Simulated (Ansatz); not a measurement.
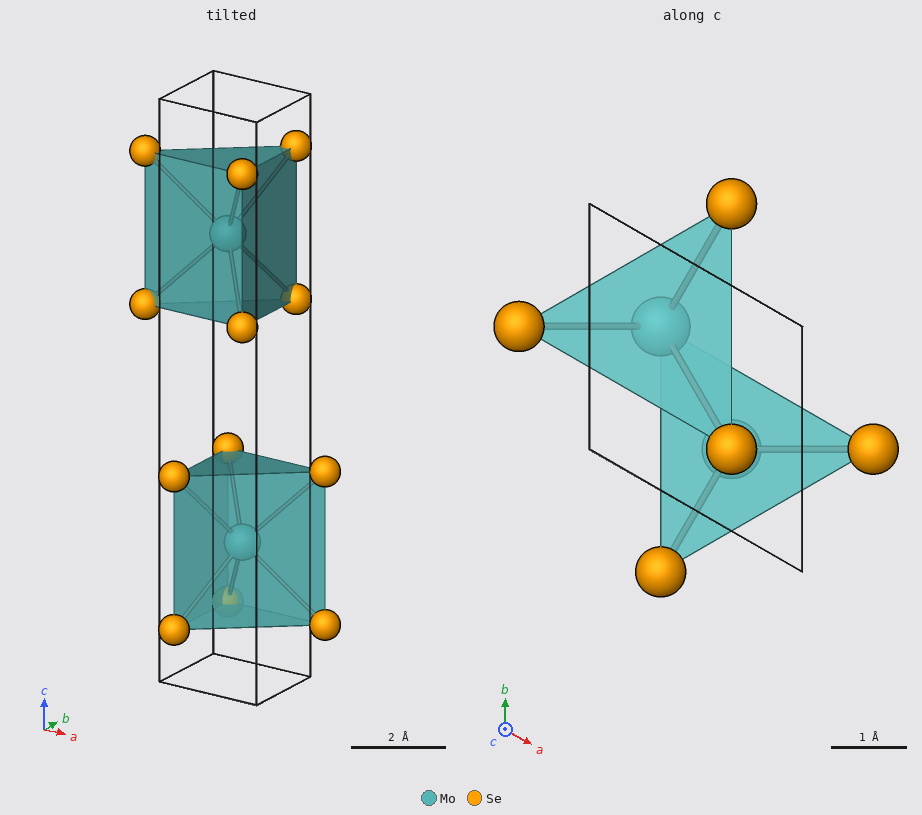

Shown here is a polyhedral view of the crystal, taken slightly off an axis and along the c axis. The frame is the conventional unit cell; atoms at its boundary are shown with their periodic copies. A few atoms beyond the faces are included.

MoSe2, space group P6_3/mmc (No. 194), a = 3.28 Å, b = 3.28 Å, c = 12.73 Å, α = 90.00°, β = 90.00°, γ = 120.00°.

Method used: DFT PBE+D3(BJ), scalar-relativistic, plane waves, PAW in Ansatz 0.2.0. It ran with a kinetic-energy cutoff of 420 eV, 12×12×2 k-mesh, Gaussian smearing of 0.02 eV, no spin polarisation.

> Is the electronic structure metallic or gapped?

A semiconductor at this level, with a gap of 0.77 eV on the k-mesh (the true edges may lie between mesh points, so the gap can be somewhat smaller).

The model was built from a structure listed in the Materials Project, with elements exchanged, so it need not be a known form of the compound. The geometry was optimised with Ansatz 0.2.0, DFT PBE+D3(BJ), scalar-relativistic, plane waves, PAW.
